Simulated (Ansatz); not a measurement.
**SiC₂: density, localisation and related maps**

Input file:

```
crystal:
  lattice:
    - [2.46491, 0.0, 0.0]
    - [-1.23245, 2.13467, 0.0]
    - [0.0, 0.0, 7.12745]
  atoms:
    - { symbol: Si, position: [0.0, 0.0, 0.0] }
    - { symbol: C, position: [0.33333, 0.66667, 0.5] }
    - { symbol: C, position: [0.66667, 0.33333, 0.5] }
hamiltonian:
  xc: { exchange: pbe, correlation: pbe, exx: { coeff: 0.1, omega: 0.2 } }
  pseudopotentials: { kind: paw }
kpoints:
  mp_grid: { grid: [6, 6, 2] }
scf:
  occupations: { method: fermi_dirac, width: 0.05 }
output:
  forces: true
  stress: true
  eigenvalues: true
  write_density: true
  write_potential: true
  elf: true
  volumetric_format: npy
```

Below, planes, directions and counts refer to the conventional cell (a = 2.46 Å, b = 2.46 Å, c = 7.13 Å, α = 90.00°, β = 90.00°, γ = 120.00°).

Space group P6/mmm; a generated structure, not necessarily the stable one.

All numbers below come from Kohn-Sham DFT of a periodic cell, HSE06 form with a typed share of exact exchange, Ansatz PAW in Ansatz 0.2.0.

In a PAW calculation such maps are meaningful between the atoms, not at the nuclei.

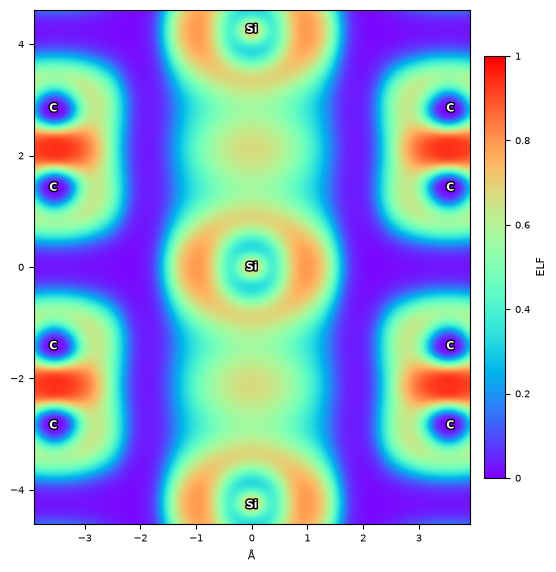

Figure 1. Electron localisation function on the (110) plane of the conventional cell.

Q: Read the bonding off the picture.

A: Atoms in the plane: Si and C. C–C (1.42 Å): the ELF peaks at about 0.95 between the atoms.

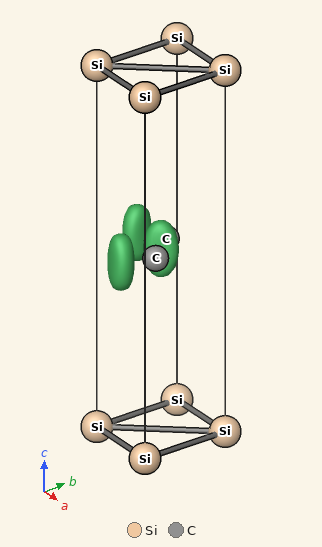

Figure 2. Isosurface of the electron localisation function at 0.85 (green), seen slightly off an axis. Core shells and regions of very low density are left out. Sticks mark near contacts.

Q: What do the ELF domains correspond to?

A: At this value the surface marks out three regions between bonded C–C atoms, counted in one cell of 3 atoms. Regions shared between cells count once.


 Si–Si (2.46 Å): the ELF peaks at about 0.70 between the atoms.

Q: Does the calculation make it a metal, or give it a gap?

A: It is metallic or semimetallic at this level of theory: no gap opens.
